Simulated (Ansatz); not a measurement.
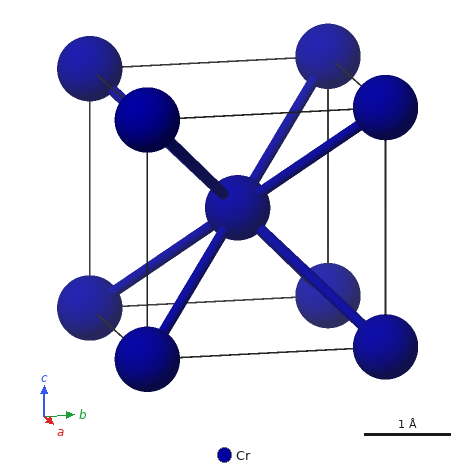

Structure drawing (ball-and-stick), viewed slightly off an axis. The wireframe shows the conventional unit cell. Cell: a = 2.87 Å, b = 2.87 Å, c = 2.87 Å, α = 90.00°, β = 90.00°, γ = 90.00°.

Its origin is a structure listed in the Materials Project. Earlier steps of the study may have refined or changed the cell and positions. It was run through Ansatz as a DFT input.

**Characterise what is shown.**

The element is chromium. Space group: Im-3m (No. 229). Lattice: body-centred cubic. The structure is of the kind named body-centred cubic (W type). The cell holds two atoms. Cr is coordinated by eight Cr in a cubic arrangement at about 2.5 Å. Not all metal-metal contacts are counted. The bonds build a three-dimensional framework.

All computed values are from Ansatz, DFT PBE, scalar-relativistic, plane waves, PAW. Settings: a kinetic-energy cutoff of 420 eV, a 14×14×14 grid in reciprocal space, Gaussian smearing of 0.1 eV, collinear spins.

**Which atoms carry magnetic moments in this run, and how do they order?**

The state reached is antiferromagnetic. Sizes: Cr 1.0 μB; net moment 0.0 μB in the run's cell of 2 atoms.

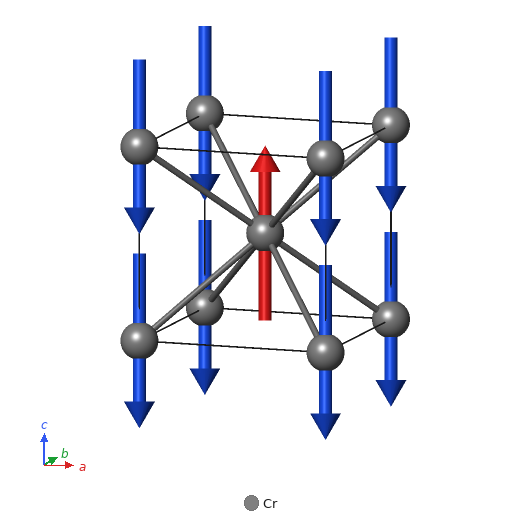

Site moments above 0.25 μB as arrows, small induced ones on non-metal atoms left out (red along the largest or up, blue against, purple across). The run's cell of 2 atoms is drawn.

**Predict the gap.**

A metal: bands cross the Fermi level.

**Do the forces and the stress vanish for this geometry?**

Yes. All forces vanish to within 0.01 eV/Å. The pressure is 0.0 GPa, close to zero.
